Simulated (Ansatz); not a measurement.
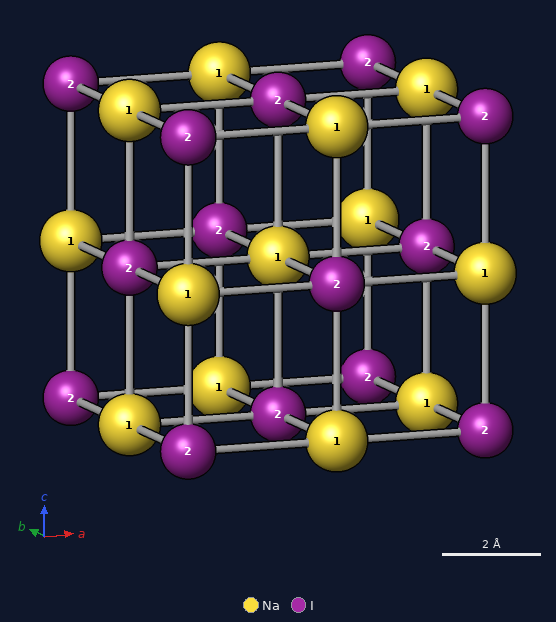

The structure (ball-and-stick view of the cell 4 times as large as that of the calculation, set on its symmetry axes, seen slightly off an axis; atoms are numbered from 1 in the order of the input). Near neighbours in the crystal (not all of them lie inside the picture): Na has 6 I at 3.26 Å; I has 6 Na at 3.26 Å.

# Single-point calculation of NaI

System: NaI (2 atoms in the cell).
Method: DFT PBEsol, scalar-relativistic, plane waves, PAW, no spin polarisation (Ansatz 0.2.0).

The structure was made by a generator, so it may or may not be a known phase. Figures and captions count atoms from 1; the log counts them from 0 in places.

What the program printed:
```
scf.n_extra_bands = 6 over 13 filled bands (N_el = 26.0): the run solves 19 bands
Engine: ansatz 0.2.0, aarch64-unknown-linux-gnu
Pseudopotentials: kind: paw
Pseudopotential: Na, paw, valence charge 9, recommended cutoff 420 eV (normal), Na.paw.azcp
Pseudopotential: I, paw, valence charge 17, recommended cutoff 420 eV (normal), I.paw.azcp
Functional definition: PBEsol
  exchange = pbesol_x
  correlation = pbesol_c
Crystal: 2 atoms, lattice volume = 69.588 Å³
Basis set: ecut = 420 eV, 1363 PW (Γ), exchange–correlation on 64×64×64 points (8 copies of the dense FFT grid, shifted against one another)
Bands: 19, of which v1, the nominal top of the filled ones, is band 13 counted from 1 (12 counted from 0)
Symmetry: 48 space group operations
Space group: Fm-3m (ITA 225), of the structure as read, at distance tolerance 4.1e-5 Å
k-points: 16 of 216
Non-local potential: Na, projectors of the file, l = 0: 3, l = 1: 2, l = 2: 1
Non-local potential: I, projectors of the file, l = 0: 2, l = 1: 2, l = 2: 2, l = 3: 2
PAW form: soft (Blöchl's): semilocal exchange-correlation on the pseudo side does not see the compensation charge
PAW frozen core: Na, regenerated for the run's functional, and the local potential with it (the file was generated under x = pbe(κ = 0.804, μ = 0.2195149727645171), c = pbe(β = 0.06672455060314922))
PAW frozen core: I, regenerated for the run's functional, and the local potential with it (the file was generated under x = pbe(κ = 0.804, μ = 0.2195149727645171), c = pbe(β = 0.06672455060314922))
PAW one-centre angular grid: Na, 110 points (default); XC on 64 Gauss nodes
PAW one-centre angular grid: I, 590 points (default); XC on 64 Gauss nodes
Initial density: superposition of atomic densities (neutral atoms: chi_scale 0, normalization atom), corrected by the library's trained network
Initial wavefunctions: pseudopotential atomic-orbital guess
Functional: x = pbesol(κ = 0.804, μ = 0.12345679012345678), c = pbesol(β = 0.046)
SCF iter   1: F=—  HF=-8910.671399 eV  |F-HF|=—  |Δ(HF+E_count)|=         —  Δρ=1.85e-3  dr2=9.45e-4  ethr=1.77e-3  ⟨swp⟩=6.1  Hψ=1625  notcnv=0
preconditioner: auto → none  [insulator: Δε(μ)=3.444 eV  Ē_g=11.629 eV  σ=0.020 eV  W_gap=1.00  n_scr=14 (ndim 8)  ℏωp=12.6 eV  f_vac=0.081  D(μ)=0.00/eV (n_scr^D=0)  ε∞_Penn≈2.2]
SCF iter   2: F=—  HF=-8910.670489 eV  |F-HF|=—  |Δ(HF+E_count)|=   9.10e-4  Δρ=1.08e-3  dr2=1.23e-3  ethr=3.64e-6  ⟨swp⟩=2.0  Hψ=709  notcnv=0  defer=21
SCF iter   3: F=—  HF=-8910.670291 eV  |F-HF|=—  |Δ(HF+E_count)|=   1.98e-4  Δρ=3.88e-4  dr2=8.38e-5  ethr=3.64e-6  ⟨swp⟩=2.0  Hψ=544  notcnv=0  defer=21
SCF iter   4: F=—  HF=-8910.670290 eV  |F-HF|=—  |Δ(HF+E_count)|=   9.46e-7  Δρ=1.10e-4  dr2=4.33e-6  ethr=3.22e-7  ⟨swp⟩=2.0  Hψ=469  notcnv=0  defer=21
SCF iter   5: F=—  HF=-8910.670295 eV  |F-HF|=—  |Δ(HF+E_count)|=   4.37e-6  Δρ=2.88e-5  dr2=6.24e-7  ethr=1.66e-8  ⟨swp⟩=2.0  Hψ=344  notcnv=0  defer=21
SCF iter   6: F=-8910.670295 eV  HF=-8910.670295 eV  |F-HF|=5.99e-8  |Δ(HF+E_count)|=   4.05e-8  Δρ=6.71e-6  dr2=6.63e-8  ethr=3.85e-10  ⟨swp⟩=10.6  Hψ=2178  notcnv=0
SCF 1 converged in 6 iterations: F = -8910.670295 eV  dr2 = 6.63e-8
  greatest PAW one-centre occupation: 0.999 electrons in one spin orbital (limit 2), on the Na atom at site 0 (counted from 0), in its partial waves of l = 0
```

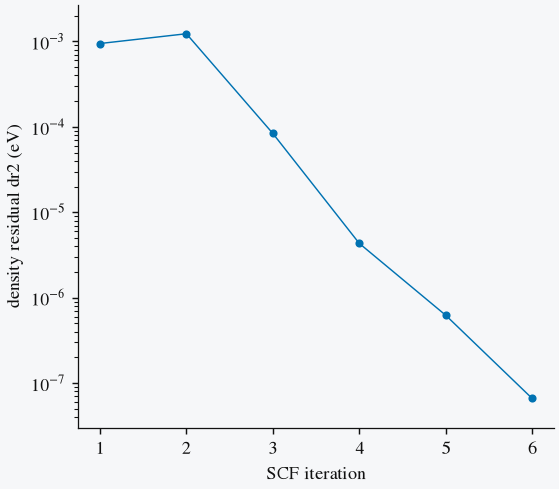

Convergence of the self-consistent field: density residual dr2 against the SCF iteration. The residual falls almost steadily, with no more than small rises.

```
NSCF: frozen V_eff on 86 k-points
NSCF: frozen V_eff on 35 k-points
SCF converged after 6 iterations
Free energy (F): -8910.670295 eV
Harris-Foulkes:  -8910.670295 eV  (|F-HF|=5.99e-8)
Internal energy: -8910.670295 eV  (E = F + TS)
E sigma→0 (E₀):  -8910.670295 eV
Fermi energy:    4.430334 eV
--- Per-component energies (eV) ---
  E_band       = -620.630839
  E_kinetic    = 309.858244
  E_local      = -3385.372845  (includes V_loc(G=0)·N_el)
  E_nonlocal   = 27.575335
  E_hartree    = 1531.377096
  E_xc         = -165.382065
  E_vxc        = -177.857471  (∫ρ·V_xc dr)
  E_paw        = -4990.875299  (= ΣΔE_a)
  E_vpaw       = -457.574140  (= ΣTr[D̂ρ^β])
  E_aug_tail   = -0.000017  (compensation charges beyond the density's cutoff)
  E_ewald      = -2238.317579
  E_core_change = 0.466836  (= ΣΔE_core)
  E_smearing   = -0.000000  (= −TS)
  E_closure    = 0.000000  (closes the sum)
  Σ components = -8910.670295   (vs F -8910.670295, Δ=0.00e0)
--- Forces (eV/Å), atoms counted from 1 ---
  atom   1  Na     0.00000000    -0.00000000     0.00000000
  atom   2  I     -0.00000000     0.00000000    -0.00000000
  max |Σ_I F_I| component: 7.86e-29 eV/Å
--- Stress (GPa, compression-positive) ---
       -0.866565      -0.000000      -0.000000
        0.000000      -0.866565       0.000000
        0.000000      -0.000000      -0.866565
  P = ⅓ Tr σ = -0.8666 GPa (-8.666 kbar)
--- Band table (eV; the first three rows and the last of 16) ---
  k-point 0: bands = ["-47.4953", "-40.2914", "-40.2914", "-40.2880", "-40.2880", "-40.2880", "-19.5722", "-19.5722", "-19.5722", "-8.2880", "2.7070", "2.7070", "2.7070", "6.1536", "10.5815", "10.5815", "10.5815", "12.4415", "12.4415"]
  k-point 1: bands = ["-47.4953", "-40.2914", "-40.2914", "-40.2880", "-40.2880", "-40.2880", "-19.5734", "-19.5723", "-19.5723", "-8.2195", "1.9885", "2.6350", "2.6350", "6.9603", "10.0546", "10.7636", "10.7636", "11.8920", "11.8920"]
  k-point 2: bands = ["-47.4952", "-40.2914", "-40.2914", "-40.2879", "-40.2879", "-40.2879", "-19.5758", "-19.5724", "-19.5724", "-8.0749", "0.9913", "2.5006", "2.5006", "7.6464", "10.3395", "10.3395", "10.5057", "12.6695", "12.9168"]
  k-point 15: bands = ["-47.4952", "-40.2914", "-40.2913", "-40.2880", "-40.2879", "-40.2878", "-19.5753", "-19.5743", "-19.5739", "-7.9207", "1.0836", "1.6353", "1.8497", "7.9867", "9.1051", "11.0763", "11.1853", "14.0483", "14.9568"]
--- Löwdin populations: 2 sites ---
  site symbol       q [e]
     0     Na      8.3687
     1      I     17.5887
  spilling = 0.001638 (of n_electrons = 26.000000)
--- Bader charges: 2 sites ---
  site symbol  charge [e]  shift [e]
     0     Na      0.8566     0.0000
     1      I     -0.8566     0.0000
  estimated error of the sums over rays = 5.7e-5 e
```

File bader_charges.tsv:
```
# site	symbol	x_ang	y_ang	z_ang	partial_charge_e	electrons	volume_ang3	relative_density_drop	shared_charge_e	partial_wave_shift_e
# quadrature_error_electrons = 5.7e-5
0	Na	3.2646	3.2646	3.2646	0.85663	10.14337	10.94	-	0.85663	0.00000
1	I	0.0000	0.0000	0.0000	-0.85663	53.85663	58.65	-	-0.85663	0.00000
```

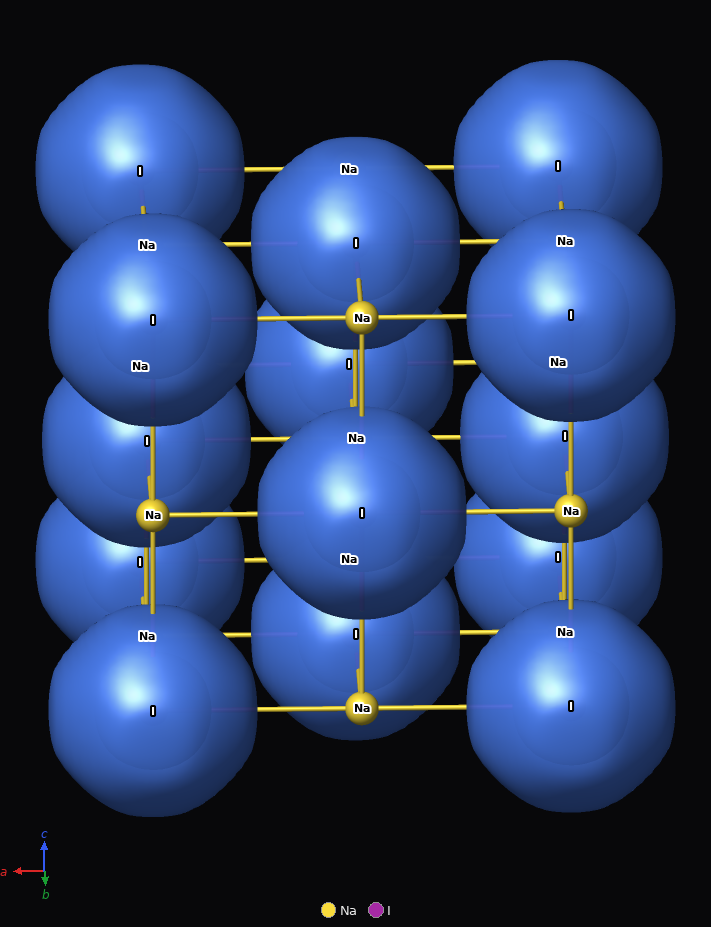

Isosurface of the electron localisation function at 0.65 (blue), seen at an oblique angle. Core shells and regions of very low density are left out. Sticks mark near contacts. The outline is the cell set on symmetry axes. Values along the shortest contacts: Na–I (3.26 Å): the ELF is about 0.65 at the midpoint, which marks two separate closed shells. The fields are those of the smooth PAW valence density.

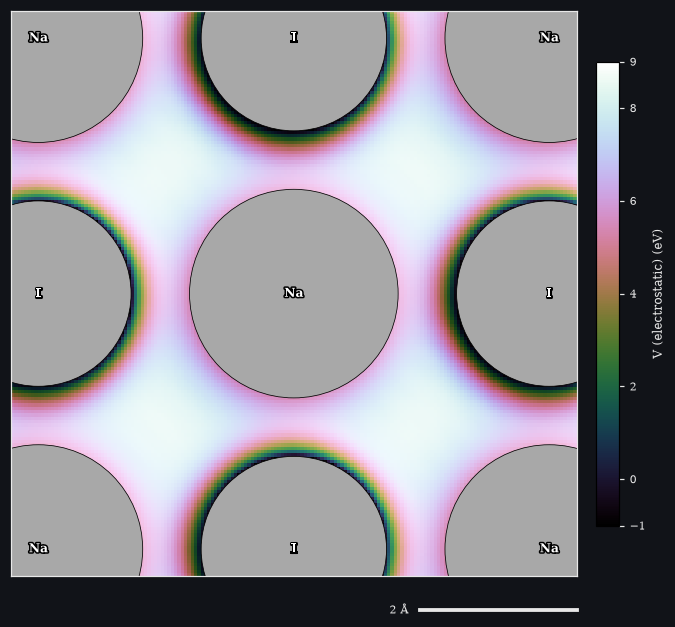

Electrostatic potential energy of an electron on the (001) plane of the conventional cell. Grey discs, where drawn, cover atomic cores. The section cuts through Na and I sites. Outside the cores the potential energy rises away from the atoms and is highest about 2.3 Å from the nearest atoms; outside the discs it spans about 9 eV, and its zero is arbitrary.

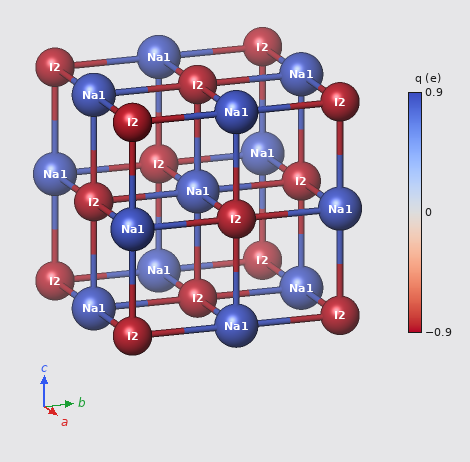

Bader charges, as the colour of each atom (ball-and-stick view of the cell 4 times as large as that of the calculation, set on its symmetry axes, seen slightly off an axis; atoms are numbered from 1 in the order of the input). By element: Na +0.86 and I −0.86 e.

This output came from the following input.

Input:
```yaml
crystal:
  lattice:
    - [0.0, 3.2646422433, 3.2646422433]
    - [3.2646422433, 0.0, 3.2646422433]
    - [3.2646422433, 3.2646422433, 0.0]
  atoms:
    - { symbol: Na, position: [0.5, 0.5, 0.5] }
    - { symbol: I, position: [0.0, 0.0, 0.0] }
basis:
  ecutwfc: 420
kpoints:
  mp_grid: { grid: [6, 6, 6] }
  band_path:
    path:
      - [[0.0, 0.0, 0.0], [0.5, 0.0, 0.5], [0.625, 0.25, 0.625]]
      - [[0.375, 0.375, 0.75], [0.0, 0.0, 0.0], [0.5, 0.5, 0.5], [0.5, 0.25, 0.75], [0.5, 0.0, 0.5]]
    npoints: 14
hamiltonian:
  xc: pbesol
scf:
  occupations: { method: gaussian, width: 0.02 }
  n_extra_bands: 6
output:
  forces: true
  stress: true
  eigenvalues: true
  populations: true
  dos: { projected: true, de: 0.02, nscf_kmesh: { grid: [9, 9, 9] } }
  bader: true
  write_density: true
  write_potential: true
  elf: true
  volumetric_format: npy
```

Launched with:
```bash
ansatz run input.yaml --threads 1 --pin off --max-ram 2048MiB --backend cpu --events-out ev --progress --plain --runs-dir out
```

Summary:

| quantity | value |
| --- | --- |
| outcome | converged |
| space group (tolerance 0.01 Å) | Fm-3m (225) |
| electrons treated | 26 |
| free energy | −8910.6703 eV |
| Fermi energy | 4.430 eV |
| gap on the k-point mesh | 3.45 eV |
| gap on the band path | 3.45 eV |
| pressure | −0.87 GPa |
| largest force (length of the vector) | under 0.001 eV/Å |
| hardware | 1 thread of Arm Neoverse V2, 24 GiB of memory available, shared host |
| wall time | 11 s |
| peak memory | 0.32 GiB |
